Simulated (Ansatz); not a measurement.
Si

```yaml
crystal:
  lattice:
    - [4.66043, 0.00000, 0.00000]
    - [0.00000, 4.66043, 0.00000]
    - [0.00000, 0.00000, 4.66043]
  atoms:
    - { symbol: Si, position: [0.25000, 0.50000, 0.00000] }
    - { symbol: Si, position: [0.75000, 0.50000, 0.00000] }
    - { symbol: Si, position: [0.00000, 0.25000, 0.50000] }
    - { symbol: Si, position: [0.00000, 0.75000, 0.50000] }
    - { symbol: Si, position: [0.50000, 0.00000, 0.25000] }
    - { symbol: Si, position: [0.50000, 0.00000, 0.75000] }
```

Space group Pm-3n; a structure generated by program, which may or may not match a known phase.

Computed with DFT PBE, scalar-relativistic, plane waves, PAW in Ansatz.

Core electrons are frozen (PAW), and the valence fields are smoothed inside the atomic spheres.

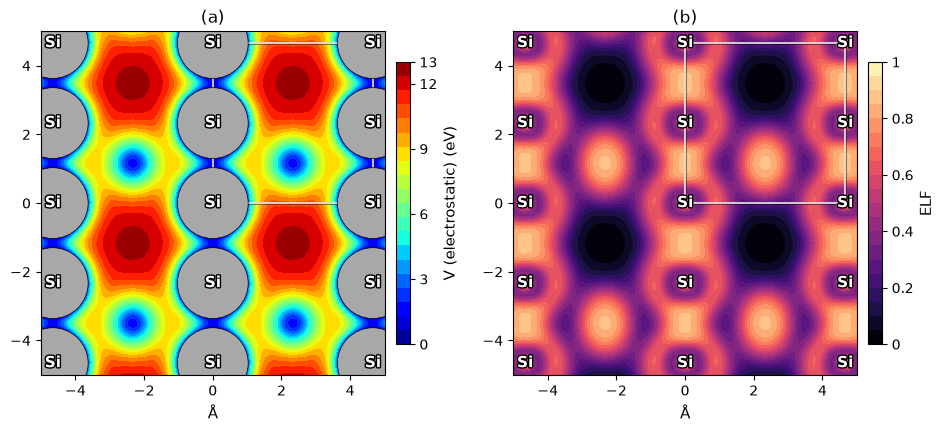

Figure 1. (a) electrostatic potential energy of an electron; (b) electron localisation function on the (010) plane of the conventional cell. Grey discs cover the atomic cores in the potential map.

**Interpret the plot.**

- Atoms in the plane: Si.
- Si–Si (2.33 Å): the ELF peaks at about 0.85 between the atoms.
- Outside the cores the potential energy rises away from the atoms and is highest about 2.6 Å from the nearest atoms; its zero is arbitrary.

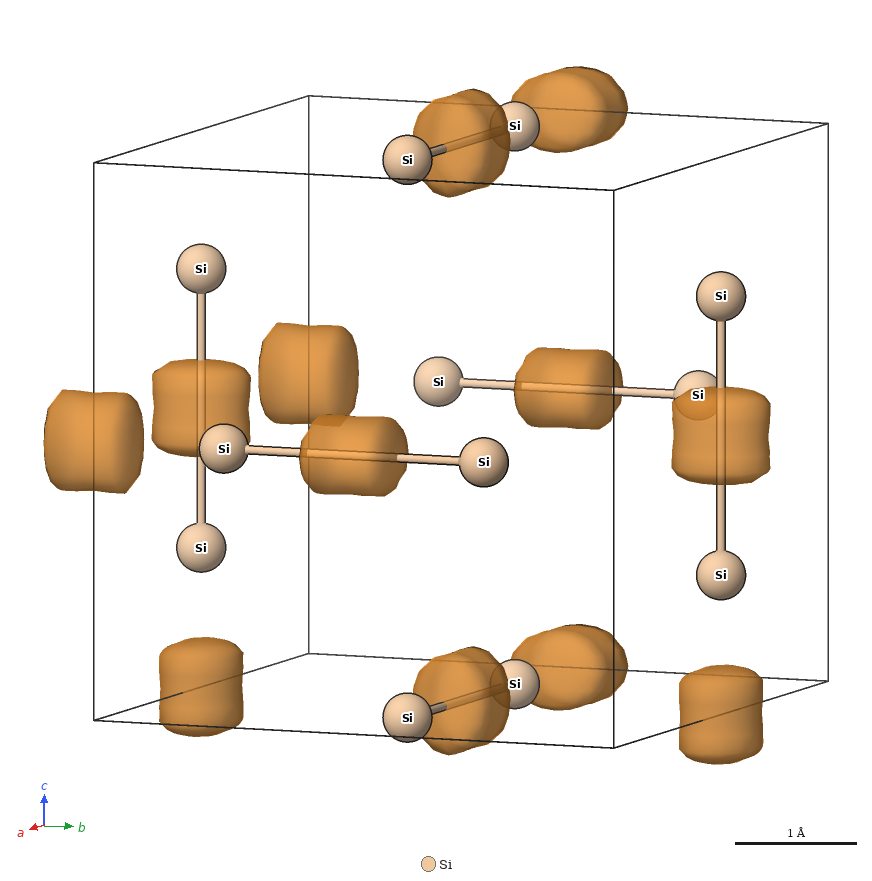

Figure 2. Isosurface of the electron localisation function at 0.8 (orange), seen slightly off an axis. Only the valence region is drawn (cores and ρ < 0.01 e/Å³ removed). Sticks mark near contacts.

**What do the ELF domains correspond to?**

The surface consists of six regions between bonded Si–Si atoms, counted in one cell of 6 atoms. Regions shared between cells count once.

**Metal or insulator at this level of theory?**

It is gapless in this calculation (a metal or semimetal).
